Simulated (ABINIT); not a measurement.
Run report: CsH, geometry relaxation (part 3 of 3)

The same run, continued: CsH (2 atoms in the cell); Kohn-Sham DFT of a periodic cell, LDA, PseudoDojo NC SR LDA v0.4.1 standard, no spin polarisation (ABINIT 10.8.3); cutoff 1006.82 eV, 5×5×5 k-mesh, fermi-dirac of 0.05 eV. The structure derives from an entry of the Crystallography Open Database.

Geometry of the input (Å; fractional positions):
```
0.0000  3.1880  3.1880
3.1880  0.0000  3.1880
3.1880  3.1880  0.0000
Cs 0.0000  0.0000  0.0000
H  0.5000  0.5000  0.5000
```

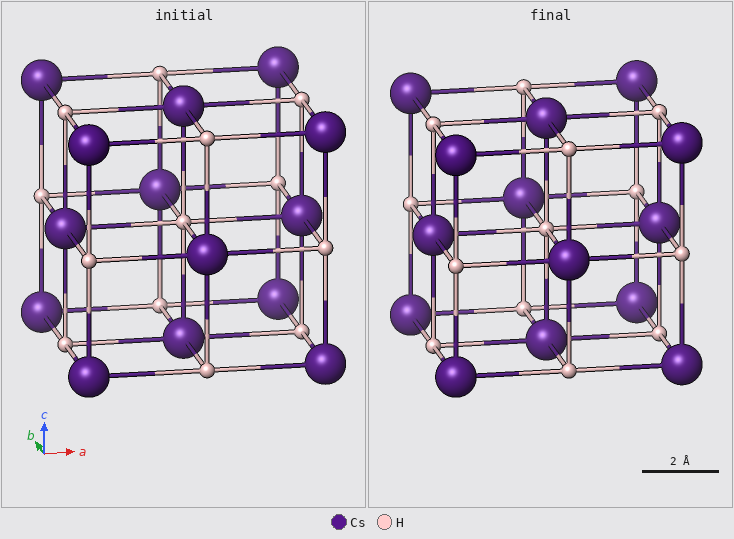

*Before (left) and after (right) the relaxation, at one scale (ball-and-stick view of the cell 4 times as large as that of the calculation, set on its symmetry axes, seen slightly off an axis).*

No atom moves by more than 0.005 Å relative to the cell. The drawn cell changes as follows: a = b = c 6.376 → 6.093 Å (−4.4 %); the volume changes by −12.8 %. Among the contacts that change: Cs1–H2 3.188 → 3.046 Å. The space group stays Fm-3m (No. 225). The energy falls by 36.4 meV per cell of the calculation in 4 geometry steps. All forces vanish by symmetry, so only the cell relaxes. (Atoms are counted from 1 in the order of the input.)

### Results in brief

| quantity | value |
| --- | --- |
| outcome | converged |
| space group (tolerance 0.01 Å) | Fm-3m (225) |
| electrons treated | 10 |
| free energy | −653.8444 eV |
| Fermi energy | 3.637 eV |
| gap on the k-point mesh | 2.34 eV |
| pressure | 0.00 GPa |
| final volume | 56.54 Å³ |
| largest force (length of the vector) at the end | under 0.001 eV/Å |
| final cell | a = 4.308 Å, b = 4.308 Å, c = 4.308 Å, α = 60.00°, β = 60.00°, γ = 60.00° |
| wall time | 70 s |
| peak memory | 0.1 GiB |
